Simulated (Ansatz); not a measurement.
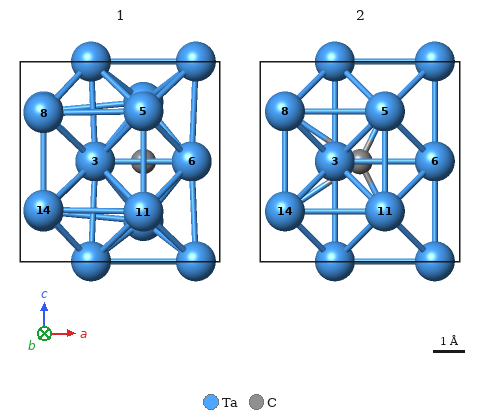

Two geometries of a defect cell of composition Ta$_{16}$C, drawn at one scale. One is the start of a relaxation, the other its converged end. A ball-and-stick model of the cell of the calculation (origin shifted), seen along the b axis.

The calculation used DFT PBE, scalar-relativistic, plane waves, PAW (Ansatz 0.2.0). Settings: plane-wave cutoff 420 eV; k-point mesh 3 × 3 × 3; occupations fermi dirac; smearing width 0.15 eV; no spin polarisation; atoms relaxed in a fixed cell; force threshold 0.03 eV/Å; at most 60 steps.

> Which one is relaxed?

Structure 1 is the relaxed one. It is an interstitial C in bcc Ta. The run prepares an end point of a later path (interstitial hop) calculation, from a guessed geometry. Over 8 accepted moves (9 points after the start) the energy falls by 3.349 eV per cell of the calculation. The largest force component goes from 6.8 to 0.0081 eV/Å. 1 step only repeated the SCF at the same geometry. The C atom moves most: 0.78 Å along +a. Largest moves by element: C 0.78 Å, Ta 0.32 Å. The cell stays as it was. Among the contacts that change: C–Ta 3.002 → 2.259 Å, C–Ta 2.981 → 3.703 Å, C–Ta 2.961 → 2.259 Å, Ta–Ta 3.310 → 3.949 Å. Among the angles between lasting bonds that change: Ta–C–Ta 127.0° → 180.0°, Ta–C–Ta 126.7° → 90.0°, Ta–C–Ta 149.3° → 180.0°. The run took 90 s on 4 threads of AMD EPYC 9R14 (Zen 4), on a shared host, peak memory 1.4 GiB.

Limits of the set-up: the periodic images lie only 6.6 Å apart, so the values are limited by the cell's size.
